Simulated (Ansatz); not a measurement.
## STM study: Mo(211) (Im-3m bulk, 9 atomic planes (those closer than 0.6 Å count as one), 10 Å)

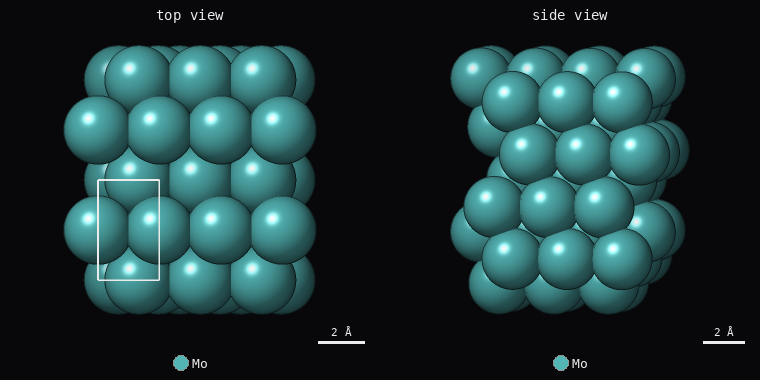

The relaxed structure from above and from the side.

Method: DFT PBE, scalar-relativistic, plane waves, PAW (Ansatz 0.2.0). Cutoff 420 eV, 18 × 11 k-points, Gaussian smearing 0.1 eV, dipole correction. The slab is a cut without reconstruction beyond its cell, at the source's lattice constants, with its lower half held fixed and the rest relaxed. No spin polarisation. The run warns that the functional's potential is rough in the thin density of the vacuum, where the tip is; weak contrasts and barriers may feel it. On this mesh the free atoms still feel up to 0.09 eV/Å.

Model: Tersoff–Hamann, s-wave tip, no tip–sample forces. Bias windows are sharp sums over the levels of the k mesh.

The calculation's input:

```yaml
crystal:
  lattice:
    - [2.72105182, 0.0, 0.0]
    - [0.0, 4.44345901, 0.0]
    - [0.0, 0.0, 28.2617292424]
  atoms:
    - { symbol: Mo, position: [0.33333333, 0.5, 0.3184518514] }
    - { symbol: Mo, position: [0.66666667, 0.0, 0.363838891] }
    - { symbol: Mo, position: [0.0, 0.5, 0.4092259307] }
    - { symbol: Mo, position: [0.33333333, 0.0, 0.4546129603] }
    - { symbol: Mo, position: [0.6597323858, 0.5, 0.5007807788] }
    - { symbol: Mo, position: [-0.015805811, 0.0, 0.5473461963] }
    - { symbol: Mo, position: [0.3129046516, 0.5, 0.5932165098] }
    - { symbol: Mo, position: [0.6691321757, 0.0, 0.6390208679] }
    - { symbol: Mo, position: [0.0015930399, 0.5, 0.6780239098] }
basis:
  ecutwfc: 420.0
  fft_grid_basis: typed
kpoints:
  mp_grid: { grid: [18, 11, 1] }
hamiltonian:
  xc: pbe
scf:
  occupations: { method: gaussian, width: 0.1 }
output:
  forces: true
  eigenvalues: true
  band_densities:
    - { e_range: [-2.0, -1.0] }
    - { e_range: [-1.0, -0.5] }
    - { e_range: [-0.5, -0.25] }
    - { e_range: [-0.25, 0.0] }
    - { e_range: [0.0, 0.25] }
    - { e_range: [0.25, 0.5] }
    - { e_range: [0.5, 1.0] }
    - { e_range: [1.0, 1.5] }
  band_residual_tolerance: 1.0e-05
  write_potential: true
  elf: true
  write_density: true
  volumetric_format: npy
efield:
  axis: 3
  dipole_correction: true
  ramp_width: 0.04
checkpoint:
  read: start.run
  write: ck
  compress: false
  write_wavefunctions: false
  write_every: 100000
```

Launched as:

```sh
ansatz run input.yaml --threads 1 --pin off --max-ram 2211MiB --backend cpu --events-out ev --progress --plain --runs-dir out
```

Run time of this step alone (it restarts from the relaxed density): 3.1 min on 1 thread of Intel(R) Xeon(R) 6975P-C (Granite Rapids), with other jobs on the host, peak memory 1.5 GiB.

Part 1: Approach curves

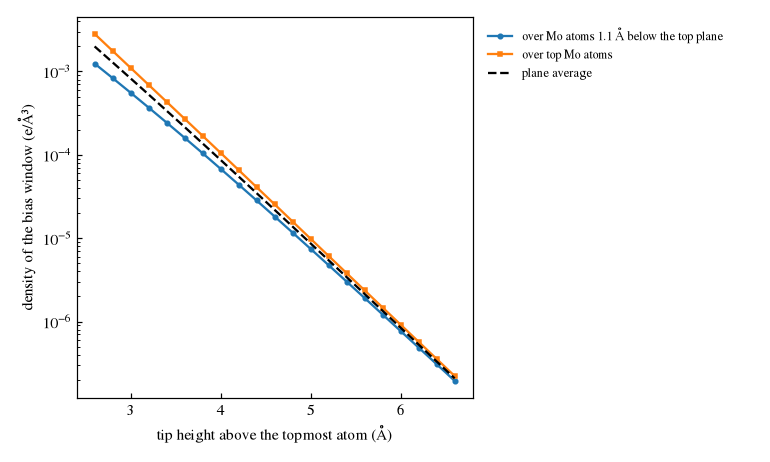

Approach curves over this surface at a sample bias of −2.00 V.

How fast does the current decay, and what apparent barrier height does that imply?

Answer. Near 4 Å the plane average falls as exp(−2.28 z/Å), a factor of 9.8 per ångström, which gives an apparent barrier of 5.0 eV (0.952 eV Å² times the slope squared). The vacuum level lies 4.09 eV above zero bias. The apparent barrier is above 4.09 eV. At 4 Å the 0.25 eV of states nearest the highest filled state carry 33 % of the density.

Part 2: Barrier map

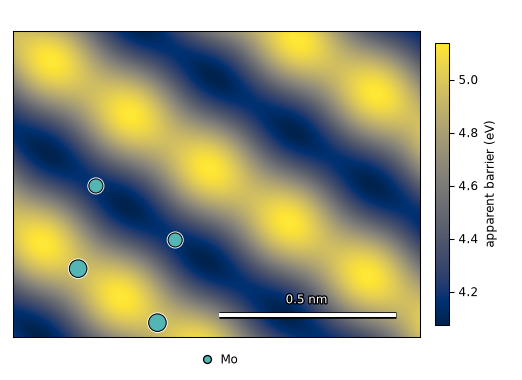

Map of the apparent barrier height, 0.952 eV Å² × (d ln I/dz)², 4.2 Å above this surface at −0.25 V; lighter colours are higher.

Where is the apparent barrier highest and lowest, and over what range?

Answer. It is highest, 5.1 eV, over points 1.2 Å to the side of the top Mo atoms, and lowest, 4.1 eV, over bridge points of the top Mo atoms (with a hidden Mo atom 3.7 Å below the top plane). The vacuum level lies 4.09 eV above zero bias.

Part 3: Bias series

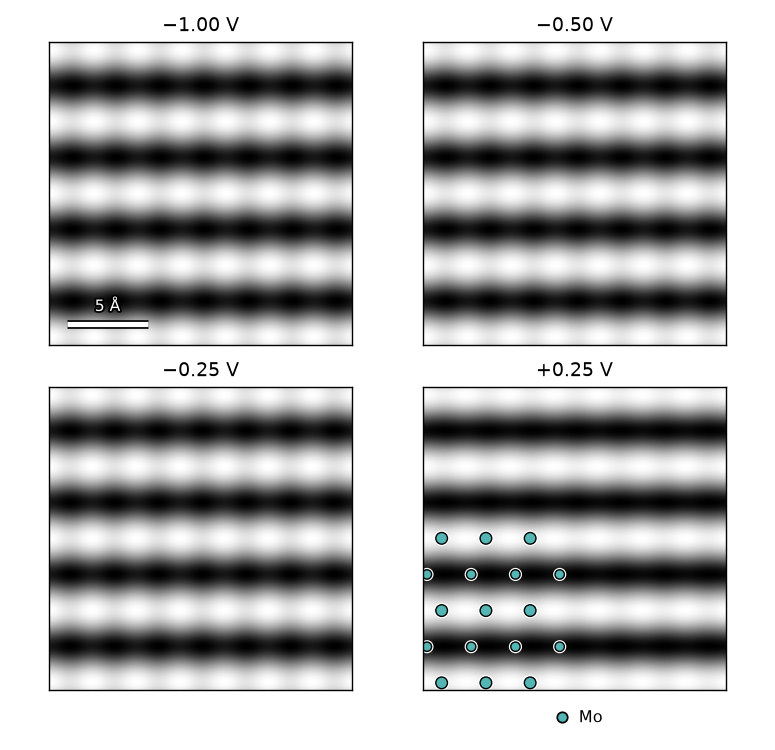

Constant-current images of this surface at 4 sample biases, each on its own colour scale; the last has the atoms seen from above drawn over one corner (deeper ones smaller).

How do the images change with bias?

Answer.
| bias | set point (e/Å³) | corrugation | brightest over |
| --- | --- | --- | --- |
| −1.00 V | 2.1 × 10⁻⁴ | 32 pm | points 1.2 Å to the side of the top Mo atoms |
| −0.50 V | 1.4 × 10⁻⁴ | 35 pm | points 1.2 Å to the side of the top Mo atoms |
| −0.25 V | 8.5 × 10⁻⁵ | 33 pm | points 1.2 Å to the side of the top Mo atoms |
| +0.25 V | 9.6 × 10⁻⁵ | 32 pm | points 1.4 Å to the side of the top Mo atoms |

The slab has states at the Fermi level, so this model gives a current down to small biases. Its work function (top face) is 4.09 eV.
